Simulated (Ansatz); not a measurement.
# Rh: geometry relaxation

The run: geometry relaxation of Rh (I4/mmm, 2 atoms in the cell). Method and program: DFT PBE, scalar-relativistic, plane waves, PAW, no spin polarisation (Ansatz 0.2.0).

The structure derives from a Materials Project entry. It belongs to a series of runs on one base structure; here: film's bulk on the substrate's plane, third vector and atoms relaxed. Figures and captions count atoms from 1; the log counts them from 0 in places.

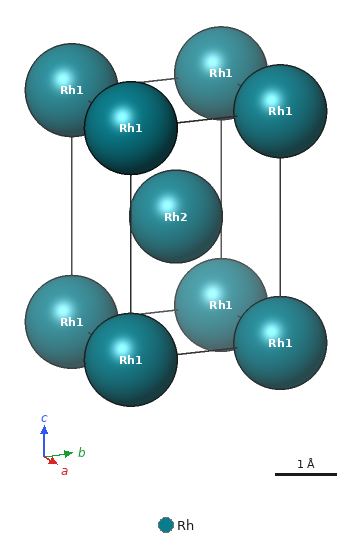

*The structure as given in the input (spheres-only view of the reduced cell, seen slightly off an axis; atoms are numbered from 1 in the order of the input).*

## Input
```yaml
crystal:
  lattice:
    - [3.9364226094, 0.0, 0.0]
    - [0.0, 3.9364226094, 0.0]
    - [-1.9682113047, 0.0, 1.8529758277]
  atoms:
    - { symbol: Rh, position: [0.0, 0.0, 0.0] }
    - { symbol: Rh, position: [0.5, 0.5, 0.0] }
basis:
  ecutwfc: 420
kpoints:
  mp_grid: { grid: [9, 9, 18] }
hamiltonian:
  xc: pbe
scf:
  occupations: { method: gaussian, width: 0.1 }
output:
  forces: true
  stress: true
  eigenvalues: true
relax:
  adjacent_minimum: "off"
  f_tol: 0.01
  max_steps: 50
  cell: { fix: [a, b, gamma], stress_tol: 0.1 }
```

Hardware: 8 threads of AMD EPYC (Zen 3), 189 GiB of memory available, shared host.

Command:
```bash
ansatz run input.yaml --threads 8 --pin off --max-ram 20480MiB --backend cpu --events-out ev --progress --plain --runs-dir out
```

## What the program printed
```
Engine: ansatz 0.2.0, x86_64-unknown-linux-gnu
Pseudopotentials: kind: paw
Pseudopotential: Rh, paw, valence charge 17, recommended cutoff 420 eV (normal), Rh.paw.azcp
Functional definition: PBE
  parameter kappa = 0.804
  parameter beta = 0.06672455060314922
  exchange = pbe_x(kappa = kappa, mu = beta*pi^2/3)
  correlation = pbe_c(beta = beta)
Crystal: 2 atoms, lattice volume = 28.713 Å³
Basis set: ecut = 420 eV, 561 PW (Γ), exchange–correlation on 54×54×40 points (8 copies of the dense FFT grid, shifted against one another)
Bands: 21, of which v1, the nominal top of the filled ones, is band 17 counted from 1 (16 counted from 0)
Symmetry: 16 space group operations
Space group: I4/mmm (ITA 139), of the structure as read, at distance tolerance 3.1e-5 Å
k-points: 250 of 1458
Non-local potential: Rh, projectors of the file, l = 0: 3, l = 1: 2, l = 2: 2, l = 3: 1
PAW form: soft (Blöchl's): semilocal exchange-correlation on the pseudo side does not see the compensation charge
PAW one-centre angular grid: Rh, 590 points (default); XC on 64 Gauss nodes
Initial density: superposition of atomic densities (neutral atoms: chi_scale 0, normalization atom), corrected by the library's trained network
Initial wavefunctions: pseudopotential atomic-orbital guess
Functional: x = pbe(κ = 0.804, μ = 0.2195149727645171), c = pbe(β = 0.06672455060314922)
SCF iter   1: F=—  HF=-12805.726458 eV  |F-HF|=—  |Δ(HF+E_count)|=         —  Δρ=3.87e-3  dr2=7.00e-4  ethr=1.77e-3  ⟨swp⟩=4.7  Hψ=20254  notcnv=0
preconditioner: auto → none  [metal: Δε(μ)=0.003 eV  Ē_g=7.203 eV  σ=0.100 eV  W_gap=0.02  n_scr=6 (ndim 8)  ℏωp=29.4 eV  f_vac=0.000  D(μ)=2.85/eV (n_scr^D=36)  sad-step TF]
SCF iter   2: F=—  HF=-12805.727935 eV  |F-HF|=—  |Δ(HF+E_count)|=   1.48e-3  Δρ=2.07e-3  dr2=1.99e-4  ethr=2.06e-6  ⟨swp⟩=2.8  Hψ=12195  notcnv=0
SCF iter   3: F=—  HF=-12805.728015 eV  |F-HF|=—  |Δ(HF+E_count)|=   8.05e-5  Δρ=3.48e-4  dr2=3.01e-5  ethr=5.86e-7  ⟨swp⟩=2.0  Hψ=7335  notcnv=0
SCF iter   4: F=—  HF=-12805.728006 eV  |F-HF|=—  |Δ(HF+E_count)|=   9.51e-6  Δρ=9.13e-5  dr2=1.27e-6  ethr=8.84e-8  ⟨swp⟩=2.0  Hψ=7411  notcnv=0
iter 5 did not close the SCF: its close was put off for the readings that it lacked (scf_convergence_deferred on its scf_iter line)
SCF iter   5: F=-12805.728005 eV  HF=-12805.728005 eV  |F-HF|=4.91e-8  |Δ(HF+E_count)|=   5.75e-7  Δρ=2.39e-5  dr2=7.56e-8  ethr=3.75e-9  ⟨swp⟩=2.0  Hψ=7346  notcnv=0
SCF iter   6: F=-12805.728005 eV  HF=-12805.728005 eV  |F-HF|=1.16e-8  |Δ(HF+E_count)|=   1.79e-8  Δρ=8.25e-6  dr2=1.60e-8  ethr=2.22e-10  ⟨swp⟩=2.5  Hψ=18386  notcnv=0
SCF 1 converged in 6 iterations: F = -12805.728005 eV  dr2 = 1.60e-8
  greatest PAW one-centre occupation: 1.000 electrons in one spin orbital (limit 2), on the Rh atom at site 1 (counted from 0), in its partial waves of l = 0
relax step   1: F+E_penalty+E_count = -12805.72800502 eV  Δ(F+E_penalty+E_count) = +0.000e0 eV  max|allowed force component| = 3.471e-29 eV/Å  Δτ_max = 0.0000 Å  P = -4.826 GPa  Ω = 28.713 Å³  fix = [a, b, gamma]  reactions: a -8.916, b -8.916 GPa  (6 SCF iters, dr2 threshold 1.00e-7 eV, accepted)
Crystal: 2 atoms, lattice volume = 29.141 Å³
Initial density: handed on by an earlier stage of this run
Initial wavefunctions: those handed on with the density
iter 1 solved again at ethr=1.13e-6 eV; its pass at ethr=3.10e-3 eV (dr2=3.84e-4 eV) is discarded
SCF iter   1: F=—  HF=-12805.729187 eV  |F-HF|=—  |Δ(HF+E_count)|=         —  Δρ=1.71e-3  dr2=5.04e-4  ethr=1.13e-6  ⟨swp⟩=2.0  Hψ=30737  notcnv=0
preconditioner: auto → none  [metal: Δε(μ)=0.012 eV  Ē_g=7.088 eV  σ=0.100 eV  W_gap=0.07  n_scr=6 (ndim 8)  ℏωp=29.2 eV  f_vac=0.000  D(μ)=2.90/eV (n_scr^D=36)]
SCF iter   2: F=—  HF=-12805.729103 eV  |F-HF|=—  |Δ(HF+E_count)|=   8.42e-5  Δρ=7.40e-4  dr2=3.67e-5  ethr=1.13e-6  ⟨swp⟩=2.0  Hψ=7416  notcnv=0
SCF iter   3: F=—  HF=-12805.729110 eV  |F-HF|=—  |Δ(HF+E_count)|=   7.69e-6  Δρ=2.48e-4  dr2=4.62e-6  ethr=1.08e-7  ⟨swp⟩=1.0  Hψ=5250  notcnv=0
iter 4 did not close the SCF: its close was put off for the readings that it lacked (scf_convergence_deferred on its scf_iter line)
SCF iter   4: F=-12805.729112 eV  HF=-12805.729112 eV  |F-HF|=1.31e-8  |Δ(HF+E_count)|=   1.43e-6  Δρ=1.66e-5  dr2=2.98e-8  ethr=1.36e-8  ⟨swp⟩=2.6  Hψ=8493  notcnv=0
iter 5 did not close the SCF: its close was put off for the readings that it lacked (scf_convergence_deferred on its scf_iter line)
SCF iter   5: F=-12805.729112 eV  HF=-12805.729112 eV  |F-HF|=1.12e-9  |Δ(HF+E_count)|=   1.30e-9  Δρ=5.78e-6  dr2=1.78e-9  ethr=8.75e-11  ⟨swp⟩=2.1  Hψ=8998  notcnv=0
SCF iter   6: F=-12805.729112 eV  HF=-12805.729112 eV  |F-HF|=5.46e-12  |Δ(HF+E_count)|=   1.23e-9  Δρ=3.53e-7  dr2=1.21e-11  ethr=5.23e-12  ⟨swp⟩=1.0  Hψ=15756  notcnv=0
SCF 2 converged in 6 iterations: F = -12805.729112 eV  dr2 = 1.21e-11
relax step   2: F+E_penalty+E_count = -12805.72911168 eV  Δ(F+E_penalty+E_count) = -1.107e-3 eV  max|allowed force component| = 1.026e-29 eV/Å  Δτ_max = 0.0000 Å  P = -8.306 GPa  Ω = 29.141 Å³  energy of the carried Pulay correction = -2.722e-4 eV  fix = [a, b, gamma]  reactions: a -11.341, b -11.341 GPa  (6 SCF iters, dr2 threshold 2.00e-7 eV, accepted)
Crystal: 2 atoms, lattice volume = 28.970 Å³
iter 1 solved again at ethr=5.21e-7 eV; its pass at ethr=3.10e-3 eV (dr2=1.77e-4 eV) is discarded
SCF iter   1: F=—  HF=-12805.730472 eV  |F-HF|=—  |Δ(HF+E_count)|=         —  Δρ=6.82e-4  dr2=8.15e-5  ethr=5.21e-7  ⟨swp⟩=2.6  Hψ=27579  notcnv=0
preconditioner: auto → none  [metal: Δε(μ)=0.003 eV  Ē_g=7.139 eV  σ=0.100 eV  W_gap=0.02  n_scr=6 (ndim 8)  ℏωp=29.3 eV  f_vac=0.000  D(μ)=2.88/eV (n_scr^D=36)]
SCF iter   2: F=—  HF=-12805.730457 eV  |F-HF|=—  |Δ(HF+E_count)|=   1.53e-5  Δρ=2.94e-4  dr2=5.80e-6  ethr=2.40e-7  ⟨swp⟩=2.0  Hψ=7459  notcnv=0
SCF iter   3: F=—  HF=-12805.730458 eV  |F-HF|=—  |Δ(HF+E_count)|=   1.10e-6  Δρ=1.01e-4  dr2=8.00e-7  ethr=1.70e-8  ⟨swp⟩=1.3  Hψ=5822  notcnv=0
iter 4 did not close the SCF: its close was put off for the readings that it lacked (scf_convergence_deferred on its scf_iter line)
SCF iter   4: F=-12805.730458 eV  HF=-12805.730458 eV  |F-HF|=2.83e-9  |Δ(HF+E_count)|=   2.10e-7  Δρ=7.00e-6  dr2=6.12e-9  ethr=2.35e-9  ⟨swp⟩=2.7  Hψ=8616  notcnv=0
iter 5 did not close the SCF: its close was put off for the readings that it lacked (scf_convergence_deferred on its scf_iter line)
SCF iter   5: F=-12805.730458 eV  HF=-12805.730458 eV  |F-HF|=1.89e-10  |Δ(HF+E_count)|=  3.75e-10  Δρ=2.29e-6  dr2=2.67e-10  ethr=1.80e-11  ⟨swp⟩=2.1  Hψ=8912  notcnv=0
SCF iter   6: F=-12805.730458 eV  HF=-12805.730458 eV  |F-HF|=3.64e-12  |Δ(HF+E_count)|=  2.11e-10  Δρ=1.47e-7  dr2=2.95e-12  ethr=1.00e-12  ⟨swp⟩=1.0  Hψ=13970  notcnv=0
SCF 3 converged in 6 iterations: F = -12805.730458 eV  dr2 = 2.95e-12
relax step   3: F+E_penalty+E_count = -12805.73045842 eV  Δ(F+E_penalty+E_count) = -1.347e-3 eV  max|allowed force component| = 7.258e-29 eV/Å  Δτ_max = 0.0000 Å  P = -6.958 GPa  Ω = 28.970 Å³  energy of the carried Pulay correction = -1.638e-4 eV  fix = [a, b, gamma]  reactions: a -10.406, b -10.406 GPa  (6 SCF iters, dr2 threshold 2.00e-7 eV, accepted)
Initial wavefunctions: pseudopotential atomic-orbital guess (no wavefunctions were taken with the density)
iter 1 solved again at ethr=2.09e-8 eV; its pass at ethr=3.10e-3 eV (dr2=7.11e-6 eV) is discarded
SCF iter   1: F=—  HF=-12805.730600 eV  |F-HF|=—  |Δ(HF+E_count)|=         —  Δρ=1.63e-4  dr2=1.96e-7  ethr=2.09e-8  ⟨swp⟩=3.5  Hψ=36575  notcnv=0
SCF iter   2: F=—  HF=-12805.730614 eV  |F-HF|=—  |Δ(HF+E_count)|=   1.41e-5  Δρ=8.10e-5  dr2=4.41e-8  ethr=5.75e-10  ⟨swp⟩=1.5  Hψ=7050  notcnv=0
SCF iter   3: F=—  HF=-12805.730619 eV  |F-HF|=—  |Δ(HF+E_count)|=   4.56e-6  Δρ=6.35e-6  dr2=1.77e-9  ethr=1.30e-10  ⟨swp⟩=2.1  Hψ=6592  notcnv=0
iter 4 did not close the SCF: its close was put off for the readings that it lacked (scf_convergence_deferred on its scf_iter line)
SCF iter   4: F=-12805.730619 eV  HF=-12805.730619 eV  |F-HF|=2.44e-10  |Δ(HF+E_count)|=   2.29e-8  Δρ=7.43e-7  dr2=1.98e-11  ethr=5.21e-12  ⟨swp⟩=2.6  Hψ=8890  notcnv=0
iter 5 did not close the SCF: its close was put off for the readings that it lacked (scf_convergence_deferred on its scf_iter line)
SCF iter   5: F=-12805.730619 eV  HF=-12805.730619 eV  |F-HF|=1.82e-12  |Δ(HF+E_count)|=  2.46e-10  Δρ=1.32e-7  dr2=1.63e-12  ethr=1.00e-12  ⟨swp⟩=1.0  Hψ=5250  notcnv=0
iter 6 did not close the SCF: its close was put off for the readings that it lacked (scf_convergence_deferred on its scf_iter line)
SCF iter   6: F=-12805.730619 eV  HF=-12805.730619 eV  |F-HF|=1.82e-12  |Δ(HF+E_count)|=    0.00e0  Δρ=1.14e-8  dr2=7.95e-15  ethr=1.00e-12  ⟨swp⟩=1.0  Hψ=5250  notcnv=0
iter 7 did not close the SCF: its close was put off for the readings that it lacked (scf_convergence_deferred on its scf_iter line)
SCF iter   7: F=-12805.730619 eV  HF=-12805.730619 eV  |F-HF|=0.00e0  |Δ(HF+E_count)|=  1.82e-12  Δρ=2.72e-9  dr2=9.74e-16  ethr=1.00e-12  ⟨swp⟩=1.0  Hψ=5250  notcnv=0
SCF iter   8: F=-12805.730619 eV  HF=-12805.730619 eV  |F-HF|=3.64e-12  |Δ(HF+E_count)|=    0.00e0  Δρ=3.98e-10  dr2=1.21e-17  ethr=1.00e-12  ⟨swp⟩=1.0  Hψ=11500  notcnv=0
SCF 4 converged in 8 iterations: F = -12805.730619 eV  dr2 = 1.21e-17
relax step   4: F+E_penalty+E_count = -12805.73061897 eV  Δ(F+E_penalty+E_count) = -1.606e-4 eV  max|allowed force component| = 4.733e-29 eV/Å  Δτ_max = 0.0000 Å  P = -6.959 GPa  Ω = 28.970 Å³  fix = [a, b, gamma]  reactions: a -10.408, b -10.408 GPa  stress off target by 6.16e-2 GPa on what of the cell is left free  SCF on the basis re-selected at this cell (its energy is not comparable with the rows above)  (8 SCF iters)
```

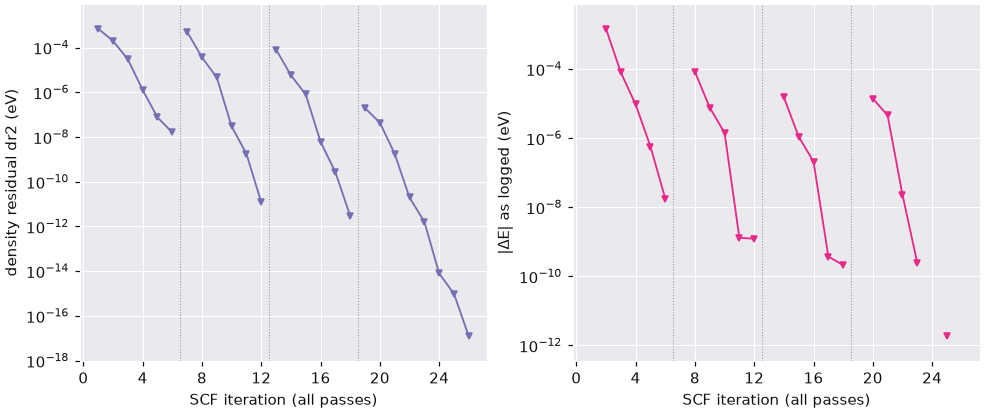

*Convergence of the self-consistent field: density residual dr2 and size of the energy change against the SCF iteration. The dotted lines part the SCF passes of the relaxation: geometry steps, rejected trials and re-solves on a re-selected basis.*

The passes take 6, 6, 6 and 8 iterations.

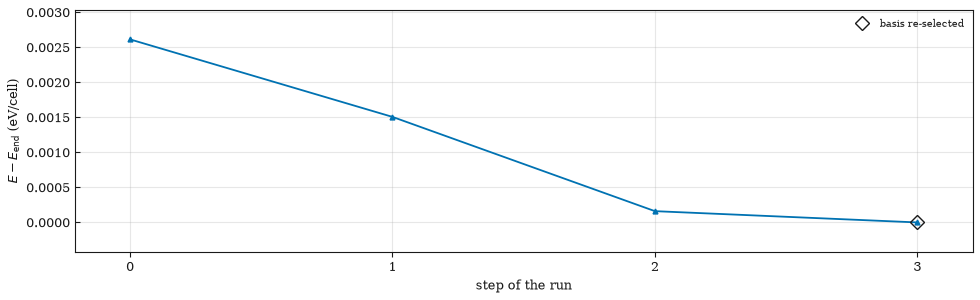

*Progress of the relaxation, step by step (the first geometry is step 0 here and step 1 in the log).*

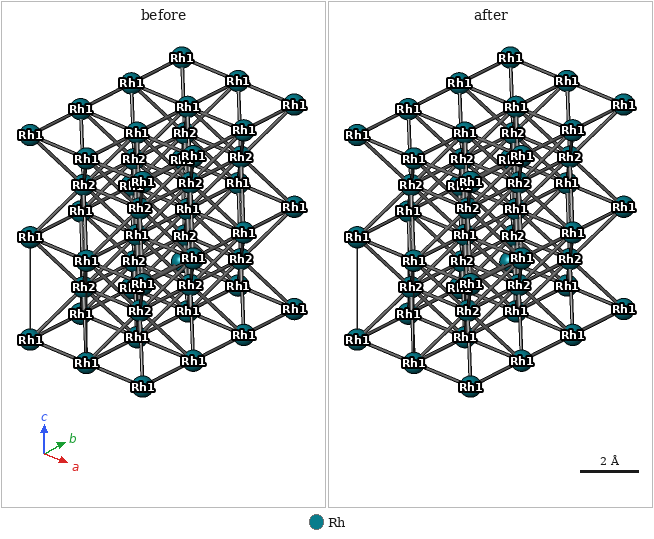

*Before (left) and after (right) the relaxation, at one scale (ball-and-stick view of the reduced cell, repeated 2 × 3 × 2, seen at an oblique angle).*

No atom moves by more than 0.005 Å relative to the cell. The volume changes by +0.9 %, with a = b 2.703 → 2.715 Å (+0.4 %), c stays at 3.936 Å, γ 93.5° → 92.9°. Distances before and after: Rh1–Rh1 2.703 → 2.715 Å. The space group stays I4/mmm (No. 139). Over 2 geometry steps the energy falls by 2.5 meV per cell of the calculation. All forces vanish by symmetry, so only the cell relaxes. The pressure goes from −4.83 to −6.96 GPa. A last SCF at the same geometry on a re-selected plane-wave basis shifts the energy by −0.2 meV per cell of the calculation. (Atoms are counted from 1 in the order of the input.)

```
basis re-selected at this cell: Δ(F+E_penalty+E_count) = -1.606e-4 eV, ΔP = -0.002 GPa vs the last step (what re-selecting the basis moved, of the pressure what is left beyond the Pulay correction that the steps carried, after the strain that the cell walked since its last selection, with what the two solves' SCF thresholds leave and, on support functions, any second-order correction that the steps lacked; it is no measure of the basis error at this ecutwfc). This SCF's stress stands 6.16e-2 GPa from its target on what of the cell is left free (relax.cell.stress_tol is 1.00e-1 GPa) and its largest allowed force component is 4.73e-29 eV/Å (relax.f_tol is 1.00e-2 eV/Å): within both
SCF converged after 8 iterations
Free energy (F): -12805.730619 eV
Harris-Foulkes:  -12805.730619 eV  (|F-HF|=3.64e-12)
Internal energy: -12805.716216 eV  (E = F + TS)
E sigma→0 (E₀):  -12805.723417 eV
Entropy (-TS):   -0.014403 eV (-7.202 meV/atom)
Fermi energy:    20.929052 eV
--- Per-component energies (eV) ---
  E_band       = -213.465444
  E_kinetic    = 1143.714584
  E_local      = -3254.489299  (includes V_loc(G=0)·N_el)
  E_nonlocal   = 709.263576
  E_hartree    = 1142.875480
  E_xc         = -442.712043
  E_vxc        = -555.650736  (∫ρ·V_xc dr)
  E_paw        = -7173.714361  (= ΣΔE_a)
  E_vpaw       = -542.056281  (= ΣTr[D̂ρ^β])
  E_aug_tail   = 0.001752  (compensation charges beyond the density's cutoff)
  E_ewald      = -4930.655905
  E_smearing   = -0.014403  (= −TS)
  E_closure    = -0.000000  (closes the sum)
  Σ components = -12805.730619   (vs F -12805.730619, Δ=0.00e0)
--- Forces (eV/Å), atoms counted from 1 ---
  atom   1  Rh     0.00000000     0.00000000     0.00000000
  atom   2  Rh     0.00000000     0.00000000    -0.00000000
  max |Σ_I F_I| component: 1.07e-28 eV/Å
--- Stress (GPa, compression-positive) ---
      -10.408211       0.000000       0.000000
        0.000000     -10.408211       0.000000
        0.000000       0.000000      -0.061577
  P = ⅓ Tr σ = -6.9593 GPa (-69.593 kbar)
--- Band table (eV; the first three rows and the last of 250) ---
  k-point 0: bands = ["-57.7902", "-57.6764", "-25.9037", "-25.5420", "-25.5037", "-25.3294", "-25.3294", "-25.3007", "13.3489", "15.0932", "15.4706", "17.9428", "17.9428", "18.4341", "19.7005", "20.2948", "21.4106", "21.6018", "22.0183", "23.7913", "32.0855"]
  k-point 1: bands = ["-57.7862", "-57.6764", "-25.8918", "-25.5431", "-25.5160", "-25.3375", "-25.3375", "-25.3199", "13.5182", "15.2138", "15.5676", "18.0209", "18.0209", "18.3166", "19.7464", "20.1933", "21.2062", "21.2788", "21.6024", "24.7068", "32.0093"]
  k-point 2: bands = ["-57.7748", "-57.6763", "-25.8577", "-25.5514", "-25.5459", "-25.3744", "-25.3605", "-25.3605", "14.0055", "15.5498", "15.8574", "17.9915", "18.2540", "18.2540", "19.8801", "19.9157", "19.9885", "20.9078", "21.6039", "26.2264", "31.7962"]
  k-point 249: bands = ["-57.7124", "-57.6995", "-25.7391", "-25.7052", "-25.5696", "-25.5202", "-25.4426", "-25.4165", "16.5684", "16.8790", "17.3805", "17.3980", "17.5464", "17.9814", "19.0371", "19.2871", "19.4823", "19.9337", "22.6235", "23.5545", "34.3933"]
--- Relaxed structure (3 steps of the walk, 3 accepted, 1 SCFs on fresh bases) ---
  F+E_penalty+E_count = -12805.73061897 eV   max|allowed force component| = 4.733e-29 eV/Å   (the final SCF, on the basis selected at the relaxed cell)
  cell:  # Å, volume = 28.9698 Å³
    - [3.9364226094, -4.352152977496859e-113, -2.376780304037632e-32]
    - [-4.352152977496859e-113, 3.9364226094, -2.97097538004704e-33]
    - [-1.9682113047, -1.3985148725578768e-33, 1.8695737593545396]
  atoms:
    - { symbol: Rh, position: [0.0, 0.0, 0.0] }
    - { symbol: Rh, position: [0.5000000000000001, 0.5000000000000001, -1.3684555315672042e-48] }
```

## Trajectory as extended XYZ (Å, eV, eV/Å), 4 frames, from step=1 to step=4
```
2
Lattice="3.9364 0.0000 0.0000 0.0000 3.9364 0.0000 -1.9682 0.0000 1.8530" Properties=species:S:1:pos:R:3:forces:R:3 step=1 energy=-12805.72801 pressure_GPa=-4.83
Rh    0.0000    0.0000    0.0000    0.0000   0.0000   0.0000
Rh    1.9682    1.9682    0.0000    0.0000   0.0000   0.0000
2
Lattice="3.9364 0.0000 0.0000 0.0000 3.9364 0.0000 -1.9682 0.0000 1.8806" Properties=species:S:1:pos:R:3:forces:R:3 step=2 energy=-12805.72911 pressure_GPa=-8.31
Rh    0.0000    0.0000    0.0000    0.0000   0.0000   0.0000
Rh    1.9682    1.9682    0.0000    0.0000   0.0000   0.0000
2
Lattice="3.9364 0.0000 0.0000 0.0000 3.9364 0.0000 -1.9682 0.0000 1.8696" Properties=species:S:1:pos:R:3:forces:R:3 step=3 energy=-12805.73046 pressure_GPa=-6.96
Rh    0.0000    0.0000    0.0000    0.0000   0.0000   0.0000
Rh    1.9682    1.9682    0.0000    0.0000   0.0000   0.0000
2
Lattice="3.9364 0.0000 0.0000 0.0000 3.9364 0.0000 -1.9682 0.0000 1.8696" Properties=species:S:1:pos:R:3:forces:R:3 step=4 energy=-12805.73062 pressure_GPa=-6.96
Rh    0.0000    0.0000    0.0000    0.0000   0.0000   0.0000
Rh    1.9682    1.9682    0.0000    0.0000   0.0000   0.0000
```

## Key numbers

| quantity | value |
| --- | --- |
| outcome | converged |
| space group (tolerance 0.01 Å) | I4/mmm (139) |
| electrons treated | 34 |
| free energy | −12805.7306 eV |
| Fermi energy | 20.929 eV |
| gap on the k-point mesh | none (metallic) |
| pressure | −6.96 GPa |
| final volume | 28.97 Å³ |
| largest force (length of the vector) at the end | under 0.001 eV/Å |
| final cell | a = 3.936 Å, b = 3.936 Å, c = 2.715 Å, α = 90.00°, β = 136.47°, γ = 90.00° |
| wall time | 35 s (CPU time 76 s) |
| peak memory | 0.5 GiB |
